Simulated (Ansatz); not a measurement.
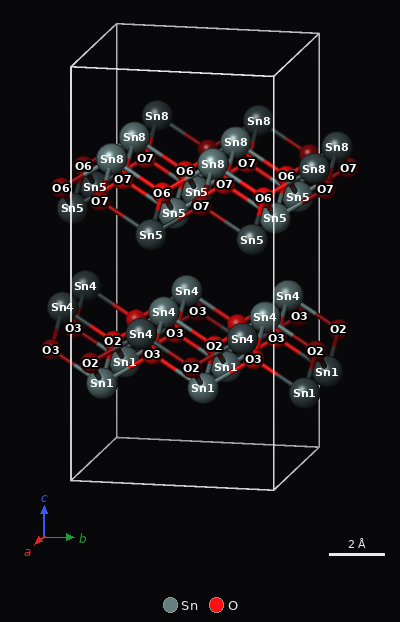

The input geometry of run 1 (ball-and-stick view of the 2 × 2 repeat of the cell, with the vacuum cut short, seen slightly off an axis; neighbours outside the cell are drawn fainter; atoms are numbered from 1 in the order of the input). An atom can appear more than once, as a periodic image. Near neighbours in the periodic cell (some may lie outside the picture): Sn has 4 O at 2.25 Å; O has 4 Sn at 2.25 Å.

# Two runs on SnO

System: SnO (slab, 8 atoms in the cell).
Method of run 1: DFT PBE+D3(BJ), scalar-relativistic, plane waves, PAW, PAW set soft_1, no spin polarisation (Ansatz 0.2.0).

The structure derives from a Materials Project entry. Text and figures count atoms from 1; the logs count them from 0 in places.

### Input, run 1
```yaml
crystal:
  lattice:
    - [3.8201630995, 0.0, 0.0]
    - [0.0, 3.8201630995, 0.0]
    - [0.0, 0.0, 22.2260821294]
  atoms:
    - { symbol: Sn, position: [0.75, 0.25, 0.2024648327] }
    - { symbol: O, position: [0.25, 0.25, 0.2556240231] }
    - { symbol: O, position: [0.75, 0.75, 0.2556240231] }
    - { symbol: Sn, position: [0.25, 0.75, 0.3087832136] }
    - { symbol: Sn, position: [0.375, 0.875, 0.482003126] }
    - { symbol: O, position: [-0.125, 0.875, 0.5351623164] }
    - { symbol: O, position: [0.375, 1.375, 0.5351623164] }
    - { symbol: Sn, position: [-0.125, 1.375, 0.5883215068] }
basis:
  ecutwfc: 420
kpoints:
  mp_grid: { grid: [7, 7, 1] }
hamiltonian:
  xc: pbe
  pseudopotentials: { kind: paw, azcp: { folder: soft_1 } }
  dispersion: d3bj
scf:
  occupations: { method: gaussian, width: 0.05 }
output:
  forces: true
  eigenvalues: true
efield:
  axis: 3
  dipole_correction: true
  ramp_width: 0.04
```

Command:
```bash
ansatz run input.yaml --threads 2 --pin off --max-ram 6144MiB --backend cpu --events-out ev --progress --plain --runs-dir out
```

Hardware: 2 threads of Arm Neoverse N1, 98 GiB of memory available, shared host.

### Output, shortened to warnings, some set-up lines, iterations and results (run 1)
```
Basis set: ecut = 420 eV, 6355 PW (Γ), exchange–correlation on 54×54×300 points (8 copies of the dense FFT grid, shifted against one another)
Symmetry: 2 space group operations
k-points: 16 of 49 (time reversal used)
Initial density: superposition of atomic densities (neutral atoms: chi_scale 0, normalization atom)
[...]
SCF iter   1: F=—  HF=-26376.184565 eV  |F-HF|=—  |Δ(HF+E_count)|=         —  Δρ=9.26e-2  dr2=3.30e1  ethr=3.10e-3  p=0.000 e·Å  D=2.56e-7 V/Å  ΔV_dip=-0.00 eV  …
SCF iter   2: F=—  HF=-26370.040993 eV  |F-HF|=—  |Δ(HF+E_count)|=    6.14e0  Δρ=6.50e-2  dr2=1.01e1  ethr=3.10e-3  p=0.000 e·Å  D=2.82e-5 V/Å  ΔV_dip=-0.00 eV  …
SCF iter   3: F=—  HF=-26368.134404 eV  |F-HF|=—  |Δ(HF+E_count)|=    1.91e0  Δρ=1.42e-2  dr2=6.19e-1  ethr=3.10e-3  p=0.000 e·Å  D=1.78e-6 V/Å  ΔV_dip=-0.00 eV  …
SCF iter   4: F=—  HF=-26368.079866 eV  |F-HF|=—  |Δ(HF+E_count)|=   5.45e-2  Δρ=5.71e-3  dr2=1.87e-1  ethr=7.74e-4  p=0.000 e·Å  D=3.11e-5 V/Å  ΔV_dip=-0.00 eV  …
SCF iter   5: F=—  HF=-26368.047418 eV  |F-HF|=—  |Δ(HF+E_count)|=   3.24e-2  Δρ=2.03e-3  dr2=2.22e-2  ethr=2.34e-4  p=-0.000 e·Å  D=-1.11e-5 V/Å  ΔV_dip=0.00 eV  …
SCF iter   6: F=—  HF=-26368.043372 eV  |F-HF|=—  |Δ(HF+E_count)|=   4.05e-3  Δρ=4.36e-4  dr2=1.51e-3  ethr=2.78e-5  p=0.000 e·Å  D=2.24e-5 V/Å  ΔV_dip=-0.00 eV  …
SCF iter   7: F=—  HF=-26368.043474 eV  |F-HF|=—  |Δ(HF+E_count)|=   1.02e-4  Δρ=3.64e-4  dr2=6.84e-4  ethr=1.89e-6  p=-0.000 e·Å  D=-2.62e-5 V/Å  ΔV_dip=0.00 eV  …
SCF iter   8: F=—  HF=-26368.043326 eV  |F-HF|=—  |Δ(HF+E_count)|=   1.47e-4  Δρ=3.02e-5  dr2=3.21e-6  ethr=8.56e-7  p=0.000 e·Å  D=5.14e-5 V/Å  ΔV_dip=-0.00 eV  …
SCF iter   9: F=—  HF=-26368.043152 eV  |F-HF|=—  |Δ(HF+E_count)|=   1.74e-4  Δρ=3.69e-5  dr2=5.41e-6  ethr=4.01e-9  p=-0.000 e·Å  D=-8.58e-5 V/Å  ΔV_dip=0.00 eV  …
SCF iter  10: F=—  HF=-26368.043151 eV  |F-HF|=—  |Δ(HF+E_count)|=   8.69e-7  Δρ=7.65e-6  dr2=2.15e-7  ethr=4.01e-9  p=0.000 e·Å  D=7.01e-6 V/Å  ΔV_dip=-0.00 eV  …
SCF iter  11: F=-26368.043151 eV  HF=-26368.043151 eV  |F-HF|=7.93e-10  |Δ(HF+E_count)|=   2.41e-8  Δρ=1.42e-6  dr2=5.72e-9  ethr=1.25e-10  p=0.000 e·Å  D=2.20e-6 V/Å  …
SCF 1 converged in 11 iterations: F = -26368.043151 eV  dr2 = 5.72e-9
SCF converged after 11 iterations
Free energy (F): -26368.043151 eV
Harris-Foulkes:  -26368.043151 eV  (|F-HF|=7.93e-10)
Internal energy: -26368.043151 eV  (E = F + TS)
E sigma→0 (E₀):  -26368.043151 eV
Fermi energy:    2.253247 eV
Dipole field:    D = -0.000011 V/Å  (p = -0.000019 e·Å, saw-weighted, corrected)
Work function:   Φ+ = 3.9258 eV   Φ− = 3.9255 eV
Levels:          The Fermi level and band energies are counted from a zero that moves with the ramp; work functions are not
--- Per-component energies (eV) ---
  E_band       = -989.443517
  E_kinetic    = 1342.420148
  E_local      = -43103.496677  (includes V_loc(G=0)·N_el)
  E_nonlocal   = 790.120017
  E_hartree    = 21064.196282
  E_xc         = -788.430617
  E_vxc        = -683.858424  (∫ρ·V_xc dr)
  E_paw        = -18126.060789  (= ΣΔE_a)
  E_vpaw       = -1463.027198  (= ΣTr[D̂ρ^β])
  E_aug_tail   = 0.004191  (compensation charges beyond the density's cutoff)
  E_efield     = 0.000000  (sawtooth field / dipole correction)
  E_vefield    = 0.000000  (∫n·V_field dr)
  E_ewald      = 12454.472377
  E_disp       = -1.268082  (pairwise vdW)
  E_smearing   = -0.000000  (= −TS)
  E_closure    = -0.000000  (closes the sum)
  Σ components = -26368.043151   (vs F -26368.043151, Δ=0.00e0)
--- Forces (eV/Å), atoms counted from 1 ---
  atom   1  Sn    -0.00787354    -0.00787354     0.01629396
  atom   2  O      0.01545306    -0.03888933    -0.00743488
  atom   3  O     -0.03888933     0.01545306    -0.00743488
  atom   4  Sn    -0.05161255    -0.05161255    -0.19761120
  atom   5  Sn     0.05161216     0.05161216     0.19756313
  atom   6  O      0.03888973    -0.01545316     0.00745908
  atom   7  O     -0.01545316     0.03888973     0.00745908
  atom   8  Sn     0.00787357     0.00787357    -0.01629576
  max |Σ_I F_I| component: 1.48e-6 eV/Å
```

For run 2 the input was changed thus:
```diff
-basis:
-  ecutwfc: 420
-  mp_grid: { grid: [7, 7, 1] }
+  mp_grid: { grid: [7, 7, 1], shift: [0.5, 0.5, 0.0] }
+  algorithm: density_mixing
+  mixing: { preconditioner: none }
```

Predict how the results change.

The energy doesn't change within 0.01 meV per atom. The gap on the mesh goes from 2.16 to 2.08 eV. The number of SCF iterations is the same.

### Output, shortened to warnings, some set-up lines, iterations and results (run 2)
```
Basis set: ecut = 420 eV, 6355 PW (Γ), exchange–correlation on 54×54×300 points (8 copies of the dense FFT grid, shifted against one another)
Symmetry: 2 space group operations
k-points: 16 of 49 (time reversal used)
Initial density: superposition of atomic densities (neutral atoms: chi_scale 0, normalization atom)
[...]
SCF iter   1: F=—  HF=-26376.184631 eV  |F-HF|=—  |Δ(HF+E_count)|=         —  Δρ=9.26e-2  dr2=3.30e1  ethr=3.10e-3  p=0.000 e·Å  D=2.56e-7 V/Å  ΔV_dip=-0.00 eV  …
SCF iter   2: F=—  HF=-26375.573965 eV  |F-HF|=—  |Δ(HF+E_count)|=   6.11e-1  Δρ=1.10e-1  dr2=4.17e1  ethr=3.10e-3  p=-0.000 e·Å  D=-2.18e-5 V/Å  ΔV_dip=0.00 eV  …
SCF iter   3: F=—  HF=-26368.231921 eV  |F-HF|=—  |Δ(HF+E_count)|=    7.34e0  Δρ=1.34e-2  dr2=9.89e-1  ethr=3.10e-3  p=0.000 e·Å  D=3.07e-5 V/Å  ΔV_dip=-0.00 eV  …
SCF iter   4: F=—  HF=-26368.054627 eV  |F-HF|=—  |Δ(HF+E_count)|=   1.77e-1  Δρ=6.19e-3  dr2=1.21e-1  ethr=1.24e-3  p=-0.000 e·Å  D=-3.60e-5 V/Å  ΔV_dip=0.00 eV  …
SCF iter   5: F=—  HF=-26368.057527 eV  |F-HF|=—  |Δ(HF+E_count)|=   2.90e-3  Δρ=3.03e-3  dr2=8.39e-2  ethr=1.51e-4  p=0.000 e·Å  D=4.26e-5 V/Å  ΔV_dip=-0.00 eV  …
SCF iter   6: F=—  HF=-26368.044728 eV  |F-HF|=—  |Δ(HF+E_count)|=   1.28e-2  Δρ=1.02e-3  dr2=6.26e-3  ethr=1.05e-4  p=-0.000 e·Å  D=-1.31e-5 V/Å  ΔV_dip=0.00 eV  …
SCF iter   7: F=—  HF=-26368.043312 eV  |F-HF|=—  |Δ(HF+E_count)|=   1.42e-3  Δρ=2.58e-4  dr2=1.25e-4  ethr=7.83e-6  p=0.000 e·Å  D=2.39e-5 V/Å  ΔV_dip=-0.00 eV  …
SCF iter   8: F=—  HF=-26368.043367 eV  |F-HF|=—  |Δ(HF+E_count)|=   5.57e-5  Δρ=8.15e-5  dr2=4.29e-5  ethr=1.56e-7  p=-0.000 e·Å  D=-6.29e-5 V/Å  ΔV_dip=0.00 eV  …
SCF iter   9: F=—  HF=-26368.043150 eV  |F-HF|=—  |Δ(HF+E_count)|=   2.17e-4  Δρ=1.86e-5  dr2=1.42e-6  ethr=5.36e-8  p=0.000 e·Å  D=1.29e-4 V/Å  ΔV_dip=-0.00 eV  …
SCF iter  10: F=—  HF=-26368.043151 eV  |F-HF|=—  |Δ(HF+E_count)|=   1.76e-7  Δρ=9.79e-6  dr2=3.30e-7  ethr=1.78e-9  p=-0.000 e·Å  D=-6.96e-5 V/Å  ΔV_dip=0.00 eV  …
SCF iter  11: F=-26368.043151 eV  HF=-26368.043151 eV  |F-HF|=1.77e-9  |Δ(HF+E_count)|=   6.43e-8  Δρ=3.10e-6  dr2=2.51e-8  ethr=1.25e-10  p=0.000 e·Å  D=5.87e-6 V/Å  …
SCF 1 converged in 11 iterations: F = -26368.043151 eV  dr2 = 2.51e-8
SCF converged after 11 iterations
Stability not checked: this state was not tested for a lower state beside it, because the mixer in use, unlike msr1, does not test its closes by its own steps (another_mixer; see scf.mixing.algorithm and scf.lower_state_search)
Free energy (F): -26368.043151 eV
Harris-Foulkes:  -26368.043151 eV  (|F-HF|=1.77e-9)
Internal energy: -26368.043151 eV  (E = F + TS)
E sigma→0 (E₀):  -26368.043151 eV
Fermi energy:    2.213379 eV
Dipole field:    D = -0.000025 V/Å  (p = -0.000046 e·Å, saw-weighted, corrected)
Work function:   Φ+ = 3.9658 eV   Φ− = 3.9652 eV
Levels:          The Fermi level and band energies are counted from a zero that moves with the ramp; work functions are not
--- Per-component energies (eV) ---
  E_band       = -989.443598
  E_kinetic    = 1342.418990
  E_local      = -43103.489849  (includes V_loc(G=0)·N_el)
  E_nonlocal   = 790.119052
  E_hartree    = 21064.190972
  E_xc         = -788.430352
  E_vxc        = -683.858102  (∫ρ·V_xc dr)
  E_paw        = -18126.060450  (= ΣΔE_a)
  E_vpaw       = -1463.027747  (= ΣTr[D̂ρ^β])
  E_aug_tail   = 0.004191  (compensation charges beyond the density's cutoff)
  E_efield     = 0.000000  (sawtooth field / dipole correction)
  E_vefield    = 0.000000  (∫n·V_field dr)
  E_ewald      = 12454.472377
  E_disp       = -1.268082  (pairwise vdW)
  E_smearing   = -0.000000  (= −TS)
  E_closure    = -0.000000  (closes the sum)
  Σ components = -26368.043151   (vs F -26368.043151, Δ=0.00e0)
--- Forces (eV/Å), atoms counted from 1 ---
  atom   1  Sn    -0.00787175    -0.00787175     0.01621748
  atom   2  O      0.01545578    -0.03888458    -0.00737984
  atom   3  O     -0.03888458     0.01545578    -0.00737984
  atom   4  Sn    -0.05159897    -0.05159897    -0.19764793
  atom   5  Sn     0.05159893     0.05159893     0.19760340
  atom   6  O      0.03888423    -0.01545564     0.00745288
  atom   7  O     -0.01545564     0.03888423     0.00745288
  atom   8  Sn     0.00787187     0.00787187    -0.01629535
  max |Σ_I F_I| component: 2.37e-5 eV/Å
```

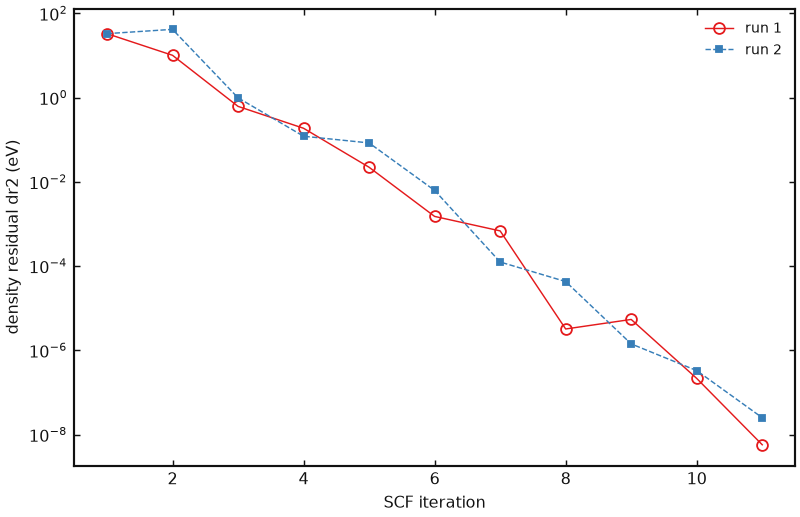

Convergence of the two runs: density residual dr2 against the SCF iteration. Run 1 takes 11 iterations in all, and run 2 takes 11.

### The two runs side by side

```csv
quantity,run 1,run 2
outcome,converged,converged
free energy per atom (eV),−3296.0054,−3296.0054
gap on the mesh (eV),2.16,2.08
work function (eV),3.93,–
largest force (eV/Å),0.211,0.211
SCF iterations,11,11
irreducible k-points,16,16
plane waves at Γ,6355,6355
wall time (shared host),30 s,32 s
```
